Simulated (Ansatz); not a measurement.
Run report: MoS$_{2}$, single-point calculation

MoS$_{2}$ (3 atoms in the cell), computed with DFT PBE+D3(BJ), scalar-relativistic, plane waves, PAW, no spin polarisation (Ansatz 0.2.0).

The structure derives from an entry of the Crystallography Open Database. It belongs to a series of runs on one base structure; here: ratio of the length along z to the lengths across it x 1.2, volume and fractional coordinates fixed. Figures and captions count atoms from 1; the log counts them from 0 in places.

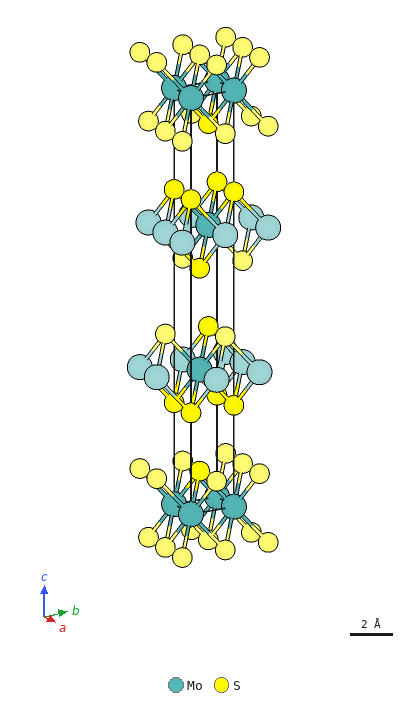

**Figure 1.** The structure (ball-and-stick view of the cell 3 times as large as that of the calculation, set on its symmetry axes, seen slightly off an axis; neighbours outside the cell are drawn fainter).

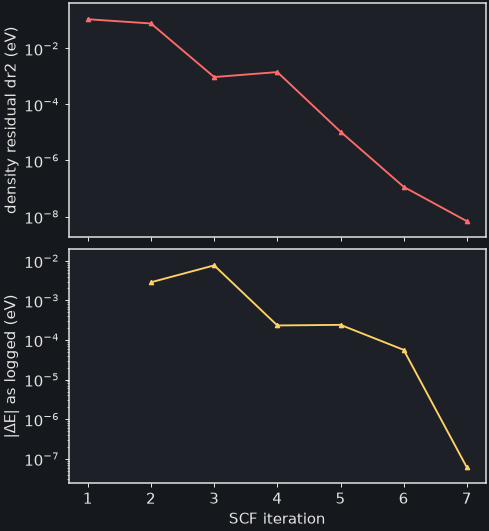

**Figure 2.** Convergence of the self-consistent field: density residual dr2 and size of the energy change against the SCF iteration. The residual falls almost steadily, with no more than small rises.

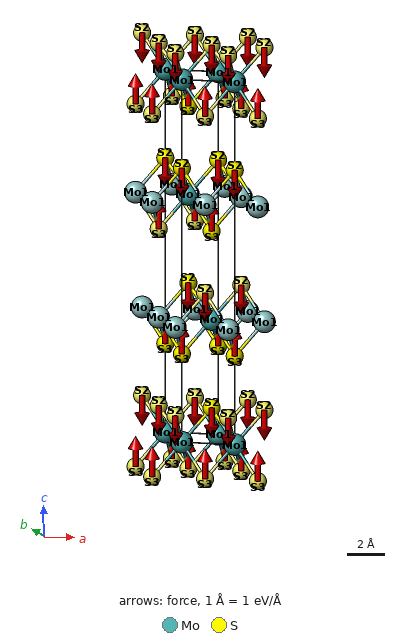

**Figure 3.** Forces on the atoms as red arrows (ball-and-stick view of the cell 3 times as large as that of the calculation, set on its symmetry axes, seen slightly off an axis; neighbours outside the cell are drawn fainter; atoms are numbered from 1 in the order of the input). The largest act on S2, S3 (1.72 eV/Å). The geometry is not a stationary point of this energy.

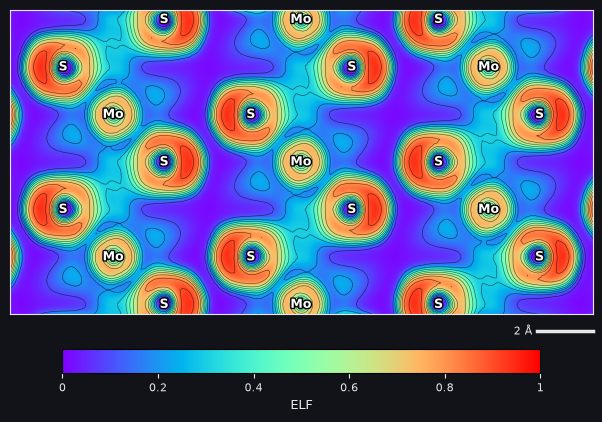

**Figure 4.** ELF on the (110) plane of the conventional cell. Mo–S (2.48 Å): the ELF is about 0.40 at the midpoint. The strong features right at Mo lie inside the PAW spheres (semicore, d or f shells) and say nothing about bonding. In a PAW calculation such maps are meaningful between the atoms, not at the nuclei.

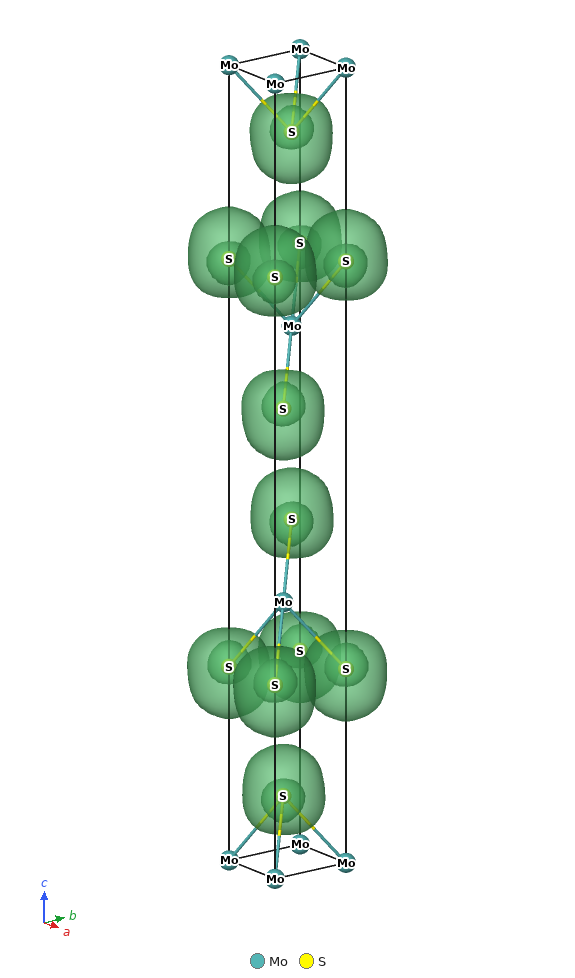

**Figure 5.** Isosurface of the electron localisation function at 0.7 (green), seen slightly off an axis. Core shells and regions of very low density are left out. Sticks mark near contacts. The outline is the cell set on symmetry axes. Along the contacts the grid gives the following. Mo–S (2.48 Å): the ELF is about 0.40 at the midpoint.

These pictures come from the run below.

## Input
```yaml
crystal:
  lattice:
    - [1.4743483024, 0.8512153893, 6.7290490349]
    - [-1.4743483024, 0.8512153893, 6.7290490349]
    - [0.0, -1.7024307785, 6.7290490349]
  atoms:
    - { symbol: Mo, position: [0.0, 0.0, 0.0] }
    - { symbol: S, position: [0.7563304588, 0.7563304588, 0.7563304588] }
    - { symbol: S, position: [0.2436695412, 0.2436695412, 0.2436695412] }
basis:
  ecutwfc: 420
kpoints:
  mp_grid: { grid: [18, 18, 18] }
hamiltonian:
  xc: pbe
  dispersion: d3bj
scf:
  occupations: { method: gaussian, width: 0.15 }
output:
  forces: true
  stress: true
  eigenvalues: true
  write_density: true
  write_potential: true
  elf: true
  volumetric_format: npy
```

Run as:
```bash
ansatz run input.yaml --threads 1 --pin off --max-ram 2560MiB --backend cpu --events-out ev --progress --plain --runs-dir out
```

## What the program printed
```
basis.fft_grid_basis auto: the FFT boxes are laid along the combinations [[1, -1, 0], [0, 1, 0], [0, -1, 1]] of the cell's own vectors, 2.949, 6.941 and 2.949 Å long. The dense box has 20×48×20 points. Along the cell's own vectors, as sized, it would have 48×48×48, 5.76 times as many. Of the 12 symmetry operations that the crystal satisfies within crystal.symmetry.tolerance (time reversal apart; of a slab, those that keep its plane) the dense box along the cell's own vectors carries 12, and the one as laid loses 8 of those. basis.fft_grid_basis: typed keeps the cell's own vectors: state it where this run's energies or levels are differenced outside the engine with another run's, or held beside a run that keeps those vectors. Those combinations have planes normal to reciprocal vector 3, as the cell's own vectors have. Each planar average written beside output.write_density, output.write_potential has a row for each plane of the box: 20. The volumetric files lie along those combinations, not along the cell's own vectors: a cube or XSF file states them, and fields.json those of NumPy files.
Engine: ansatz 0.2.0, x86_64-unknown-linux-gnu
Pseudopotentials: kind: paw
Pseudopotential: Mo, paw, valence charge 14, recommended cutoff 420 eV (normal), Mo.paw.azcp
Pseudopotential: S, paw, valence charge 6, recommended cutoff 420 eV (normal), S.paw.azcp
Functional definition: PBE
  parameter kappa = 0.804
  parameter beta = 0.06672455060314922
  exchange = pbe_x(kappa = kappa, mu = beta*pi^2/3)
  correlation = pbe_c(beta = beta)
Crystal: 3 atoms, lattice volume = 50.669 Å³
Basis set: ecut = 420 eV, 977 PW (Γ), FFT grids on a1−a2, a2, −a2+a3, exchange–correlation on 40×96×40 points (8 copies of the dense FFT grid, shifted against one another)
Bands: 17, of which v1, the nominal top of the filled ones, is band 13 counted from 1 (12 counted from 0)
Symmetry: 12 space group operations
Space group: R-3m (ITA 166), of the structure as read, at distance tolerance 3.7e-5 Å
k-points: 580 of 5832
Non-local potential: Mo, projectors of the file, l = 0: 3, l = 1: 2, l = 2: 2, l = 3: 1
Non-local potential: S, projectors of the file, l = 0: 2, l = 1: 2, l = 2: 2
PAW form: soft (Blöchl's): semilocal exchange-correlation on the pseudo side does not see the compensation charge
PAW one-centre angular grid: Mo, 590 points (default); XC on 64 Gauss nodes
PAW one-centre angular grid: S, 110 points (default); XC on 64 Gauss nodes
Initial density: superposition of atomic densities (neutral atoms: chi_scale 0, normalization atom), corrected by the library's trained network
Initial wavefunctions: pseudopotential atomic-orbital guess
Functional: x = pbe(κ = 0.804, μ = 0.2195149727645171), c = pbe(β = 0.06672455060314922)
SCF iter   1: F=—  HF=-6762.750667 eV  |F-HF|=—  |Δ(HF+E_count)|=         —  Δρ=9.50e-3  dr2=1.10e-1  ethr=1.77e-3  ⟨swp⟩=5.1  Hψ=52680  notcnv=0
preconditioner: auto → none  [metal: Δε(μ)=0.010 eV  Ē_g=7.896 eV  σ=0.150 eV  W_gap=0.04  n_scr=4 (ndim 8)  ℏωp=22.1 eV  f_vac=0.004  D(μ)=0.79/eV (n_scr^D=2)  sad-step TF]
SCF iter   2: F=—  HF=-6762.747797 eV  |F-HF|=—  |Δ(HF+E_count)|=   2.87e-3  Δρ=7.12e-3  dr2=7.76e-2  ethr=4.23e-4  ⟨swp⟩=1.0  Hψ=14500  notcnv=0
SCF iter   3: F=—  HF=-6762.740137 eV  |F-HF|=—  |Δ(HF+E_count)|=   7.66e-3  Δρ=1.46e-3  dr2=9.51e-4  ethr=2.99e-4  ⟨swp⟩=1.0  Hψ=9860  notcnv=0
SCF iter   4: F=—  HF=-6762.740371 eV  |F-HF|=—  |Δ(HF+E_count)|=   2.33e-4  Δρ=7.60e-4  dr2=1.43e-3  ethr=3.66e-6  ⟨swp⟩=2.5  Hψ=18586  notcnv=0
SCF iter   5: F=—  HF=-6762.740129 eV  |F-HF|=—  |Δ(HF+E_count)|=   2.41e-4  Δρ=1.08e-4  dr2=1.07e-5  ethr=3.66e-6  ⟨swp⟩=2.0  Hψ=13899  notcnv=0
SCF iter   6: F=—  HF=-6762.740185 eV  |F-HF|=—  |Δ(HF+E_count)|=   5.63e-5  Δρ=1.83e-5  dr2=1.15e-7  ethr=4.12e-8  ⟨swp⟩=2.0  Hψ=14871  notcnv=0
SCF iter   7: F=-6762.740185 eV  HF=-6762.740186 eV  |F-HF|=1.68e-9  |Δ(HF+E_count)|=   6.08e-8  Δρ=4.00e-6  dr2=6.82e-9  ethr=3.85e-10  ⟨swp⟩=10.2  Hψ=71900  notcnv=0
SCF 1 converged in 7 iterations: F = -6762.740185 eV  dr2 = 6.82e-9
  greatest PAW one-centre occupation: 0.998 electrons in one spin orbital (limit 2), on the Mo atom at site 0 (counted from 0), in its partial waves of l = 0
SCF converged after 7 iterations
Free energy (F): -6762.740185 eV
Harris-Foulkes:  -6762.740186 eV  (|F-HF|=1.68e-9)
Internal energy: -6762.731518 eV  (E = F + TS)
E sigma→0 (E₀):  -6762.735852 eV
Entropy (-TS):   -0.008668 eV (-2.889 meV/atom)
Fermi energy:    11.705576 eV
--- Per-component energies (eV) ---
  E_band       = -129.052963
  E_kinetic    = 655.580422
  E_local      = -1998.403386  (includes V_loc(G=0)·N_el)
  E_nonlocal   = 199.886980
  E_hartree    = 785.989936
  E_xc         = -378.170263
  E_vxc        = -404.638106  (∫ρ·V_xc dr)
  E_paw        = -4401.550958  (= ΣΔE_a)
  E_vpaw       = -153.462458  (= ΣTr[D̂ρ^β])
  E_aug_tail   = 0.000050  (compensation charges beyond the density's cutoff)
  E_ewald      = -1624.717151
  E_disp       = -1.347147  (pairwise vdW)
  E_smearing   = -0.008668  (= −TS)
  E_closure    = 0.000000  (closes the sum)
  Σ components = -6762.740185   (vs F -6762.740185, Δ=0.00e0)
--- Forces (eV/Å), atoms counted from 1 ---
  atom   1  Mo     0.00000000     0.00000000     0.00000000
  atom   2  S      0.00000000    -0.00000000    -1.71788958
  atom   3  S      0.00000000     0.00000000     1.71788958
  max |Σ_I F_I| component: 0.00e0 eV/Å
--- Stress (GPa, compression-positive) ---
        7.253211       0.000000       0.000000
        0.000000       7.253211      -0.000000
        0.000000      -0.000000     -21.881943
  P = ⅓ Tr σ = -2.4585 GPa (-24.585 kbar)
--- Band table (eV; the first three rows and the last of 580) ---
  k-point 0: bands = ["-49.6113", "-23.7950", "-23.3204", "-23.3204", "-3.4545", "-2.3327", "4.8108", "9.1781", "9.2694", "9.5387", "9.5387", "11.7994", "11.7994", "13.1327", "13.1327", "15.1903", "15.1903"]
  k-point 1: bands = ["-49.6085", "-23.7909", "-23.3429", "-23.3255", "-3.3946", "-2.2980", "4.8928", "8.9170", "9.2308", "9.5880", "9.7452", "11.6254", "11.6619", "12.9807", "13.2076", "15.0055", "15.1594"]
  k-point 2: bands = ["-49.6004", "-23.7790", "-23.4072", "-23.3401", "-3.2176", "-2.1950", "5.1292", "8.4212", "9.3344", "9.7139", "9.8125", "11.1157", "11.3725", "12.6516", "13.3244", "14.6580", "15.0964"]
  k-point 579: bands = ["-49.6113", "-23.7950", "-23.3204", "-23.3204", "-3.1723", "-2.7171", "5.7269", "7.2107", "9.5466", "9.5466", "10.3202", "11.8119", "11.8119", "13.0484", "13.0484", "15.2734", "15.2734"]
```

## Key numbers

| quantity | value |
| --- | --- |
| outcome | converged |
| space group (tolerance 0.01 Å) | R-3m (166) |
| electrons treated | 26 |
| free energy | −6762.7402 eV |
| Fermi energy | 11.706 eV |
| gap on the k-point mesh | none (metallic) |
| pressure | −2.46 GPa |
| largest force (length of the vector) | 1.718 eV/Å |
| hardware | 1 thread of AMD EPYC (Zen 5), 32 GiB of memory available, shared host |
| wall time | 11 s |
| peak memory | 0.7 GiB |
